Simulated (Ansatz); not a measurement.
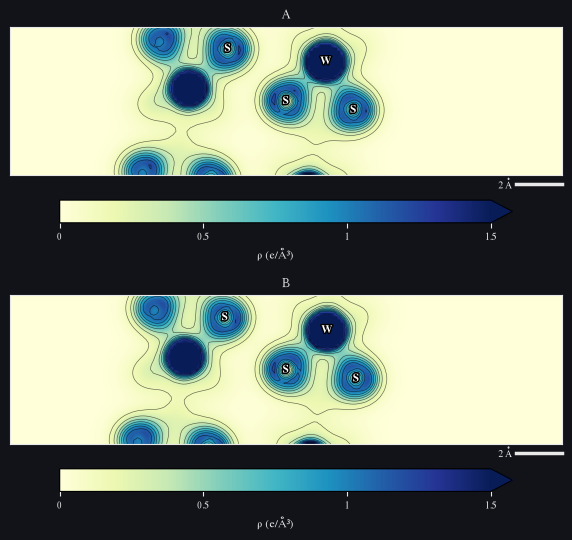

WS$_{2}$. The valence electron density of two cells that differ in size and shape, on the (111) plane of each (indices in the axes of the calculation cell), at one length scale and on one colour scale: B has 36.9 Å³ an atom and A 35.6.

Space group P-3m1; a point of a scan over the structure, not its minimum; a structure from a database of computed crystals, not necessarily the ambient phase; PAW files of the earlier set (soft_1).

These are results of DFT LDA, scalar-relativistic, plane waves, PAW (Ansatz 0.2.0), not measurements.

**What does the compression do to the bonding and the properties?**

From the larger cell to the smaller, W–S goes from 2.46 to 2.43 Å, and the density at its midpoint from 0.58 to 0.61 e/Å³; the pressure goes from −8 to −5 GPa; the Kohn–Sham gap goes from 0.47 eV to metallic.
